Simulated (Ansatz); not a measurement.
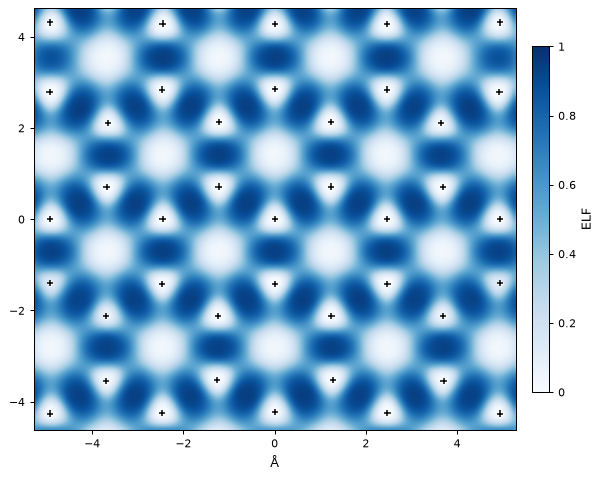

The ELF on a plane through atoms (crosses mark nuclei in the plane).

Method: DFT PBE+D3(BJ), scalar-relativistic, plane waves, PAW (Ansatz).

Candidates:
A. Ru, a = 2.70 Å, b = 2.70 Å, c = 4.27 Å, α = 90.00°, β = 90.00°, γ = 120.00°. Space group P6₃/mmc; computed without spin polarisation.
B. C$_{32}$N (cell with a defect), a = 6.61 Å, b = 6.62 Å, c = 6.62 Å, α = 96.28°, β = 96.34°, γ = 96.34°. Spin-polarised.

Q: Which candidate gave the map?

A: Candidate B: C$_{32}$N on the (111) plane of the calculation cell, which holds C. C–C (1.40 Å): the ELF peaks at about 0.95 between the atoms (localised, covalent bonding). C–C (1.45 Å): the ELF peaks at about 0.95 between the atoms; localised, covalent bonding.
